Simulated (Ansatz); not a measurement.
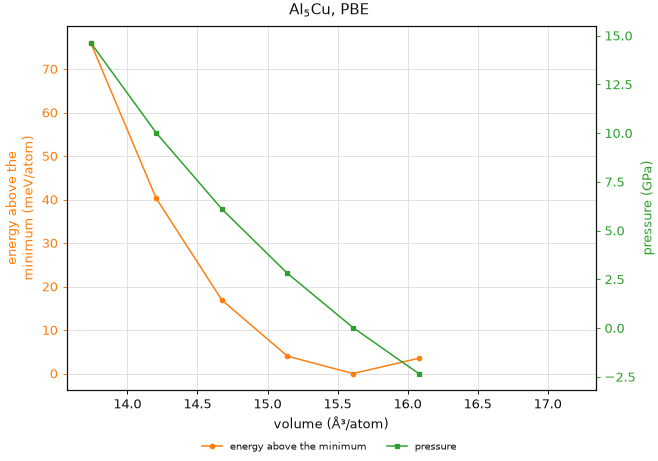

The picture above shows the energy above the minimum and pressure against volume for Al₅Cu, space group P-3m1 (No. 164) (cell built by us, not taken from a database).

Structure:
```yaml
crystal:
  lattice:
    - [2.84460, 0.00000, 0.00000]
    - [-1.42230, 2.46349, 0.00000]
    - [0.00000, 0.00000, 13.36569]
  atoms:
    - { symbol: Al, position: [0.00000, 0.00000, 0.00000] }
    - { symbol: Al, position: [0.33333, 0.66667, 0.82515] }
    - { symbol: Al, position: [0.66667, 0.33333, 0.65079] }
    - { symbol: Al, position: [0.33333, 0.66667, 0.34921] }
    - { symbol: Al, position: [0.66667, 0.33333, 0.17485] }
    - { symbol: Cu, position: [0.00000, 0.00000, 0.50000] }
```

Method: third-order Birch-Murnaghan fit to density functional energies at scaled volumes of the given relaxed cell, shape and atoms relaxed at each volume; energies count from the fitted minimum; plane waves with PAW datasets, Γ-centred k mesh (Ansatz 0.2.0). Level: PBE, no spin polarisation.

- wave cutoff: 420 eV
- k mesh: 18×18×4
- occupations: Gaussian
- smearing width: 0.1 eV

The points at volume 16.547 Å³/atom and 17.171 Å³/atom are left out of the plot. What values does the calculation give there?

| volume (Å³/atom) | energy above the minimum (meV/atom) | pressure (GPa) |
| --- | --- | --- |
| 16.547 | 13.2 | −4.31 |
| 17.171 | 34.4 | −6.46 |
